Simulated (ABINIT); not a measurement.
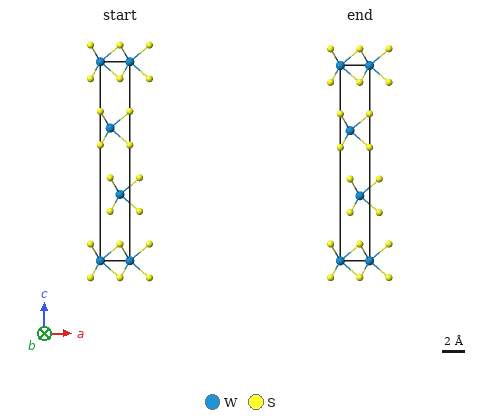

The structure of a crystal of WS2 (set up in R3m) before (left) and after (right) a relaxation, at one scale.

A ball-and-stick model of the conventional cell (3 times the calculation's cell), seen along the b axis. Lengths and directions refer to the drawn axes.

The run lets cell and atoms move.

All numbers below come from Kohn-Sham DFT of a periodic cell, LDA, JTH PAW LDA v2.0 in ABINIT.

The input:
```
# Pseudopotentials
pp_dirpath "./"
pseudos "W.LDA_PW-JTH.xml, S.LDA_PW-JTH.xml"

# Structure
acell 3*1.0
rprim
     2.9838775508     1.7227425073    11.6470120147
    -2.9838775508     1.7227425073    11.6470120147
     0.0000000000    -3.4454850143    11.6470120147
ntypat 2
znucl 74 16
natom 3
typat 1 2 2
xred
     0.0000000000     0.0000000000     0.0000000000
     0.5810000000     0.5810000000     0.5810000000
     0.7503000000     0.7503000000     0.7503000000
chkprim 0
chksymtnons 0
tolsym 1.0e-6

# Plane-wave basis
ecut 20.0
pawecutdg 40.0
pawovlp -1

# k points
kptopt 1
ngkpt 8 8 8
nshiftk 1
shiftk 0.0 0.0 0.0

# Exchange and correlation
ixc 7

# Bands and occupations
nband 17
occopt 3
tsmear 0.00183747

# SCF cycle
nstep 100
tolvrs 1.0e-9

# Output
iomode 3
prtwf 0
prtden 0
prteig 0
prtebands 0
enunit 2

# Relaxation
ionmov 2
ntime 60
tolmxf 0.0002
optcell 2
dilatmx 1.08
ecutsm 0.5
```

Run as
```bash
abinit run.abi > log 2>&1
```

**What changed between the two?**

The run was cut off at its time limit before the relaxation converged, so the last structure is only a point on the way. The largest move relative to the cell is that of an S atom, 0.029 Å along +c. By element the largest moves are S 0.029 Å, W 0.011 Å. Cell: a = b 3.158 → 3.131 Å (−0.9 %), c 18.490 → 18.146 Å (−1.9 %). Volume −3.6 %. Near-neighbour distances that change, for instance: W–W 3.158 → 3.131 Å, S–W 2.415 → 2.389 Å, S–W 2.391 → 2.386 Å. The space group stays R3m (No. 160). Over 10 geometry steps the energy falls by 6.5 meV per atom. Largest force component: 0.58 eV/Å at the start, 0.049 eV/Å at the end. The pressure goes from −3.56 to 0.13 GPa.
